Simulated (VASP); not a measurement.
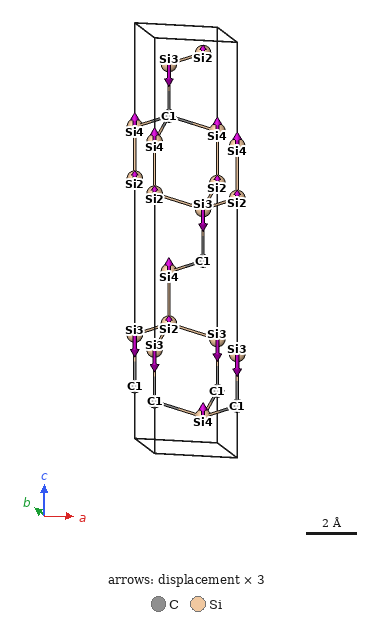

A relaxation of a crystal of Si₃C (a generated structure, set up in R3m). The starting structure is drawn; purple arrows show the displacements (the part carried along by the change of the cell is left out), 3 times their true length.

The picture is a ball-and-stick view of the conventional cell (3 times the calculation's cell), seen slightly off an axis. Lengths and directions refer to the drawn axes.

The run lets cell and atoms move.

The calculation used Kohn-Sham DFT of a periodic cell, PBEsol, VASP PAW PBE potentials, recommended (VASP).

Input
```
SYSTEM = Si3C
PREC = Accurate ; ENCUT = 200
EDIFF = 1E-7 ; ISMEAR = 0
SIGMA = 0.02 ; LREAL = .False.
LASPH = .True. ; NELM = 60
ALGO = Fast ; ISIF = 3
LWAVE = .False. ; LCHARG = .False.
GGA = PS ; IBRION = 2
NSW = 60 ; EDIFFG = -0.02
```

Run as
```bash
cat potpaw_PBE.64/C/POTCAR potpaw_PBE.64/Si/POTCAR > POTCAR
mpirun -np 1 vasp_std > vasp.out
```

Atoms of which element are displaced furthest, and by how much?

Silicon: up to 0.32 Å, against 0.01 Å for carbon.

What did the optimiser do to the structure, and how much energy did it gain?

The atom that moves furthest relative to the cell is Si3 (0.32 Å along −c). Largest moves by element: Si 0.32 Å, C 0.01 Å. Cell: a = b 3.517 → 3.259 Å (−7.4 %), c 17.232 → 17.583 Å (+2.0 %). Volume −12.4 %. Some distances before and after: Si3–Si4 3.517 → 3.051 Å, C1–Si3 2.154 → 1.884 Å, C1–Si4 2.154 → 1.951 Å, Si2–Si4 2.154 → 2.284 Å. Bond angles that change, for instance: Si3–Si2–Si3 109.5° → 94.6°, Si3–Si2–Si4 109.5° → 122.0°, C1–Si3–Si2 109.5° → 122.0°. The space group stays R3m (No. 160). After 14 geometry steps the energy has fallen by 1.475 eV per cell of the calculation. Largest force component: 2.7 eV/Å at the start, 0.0071 eV/Å at the end. Pressure: −5.39 GPa at the start and 0.00 GPa at the end. The volume changes by over a tenth within one run on a fixed set of plane waves, so the end point should be relaxed again from the new cell.
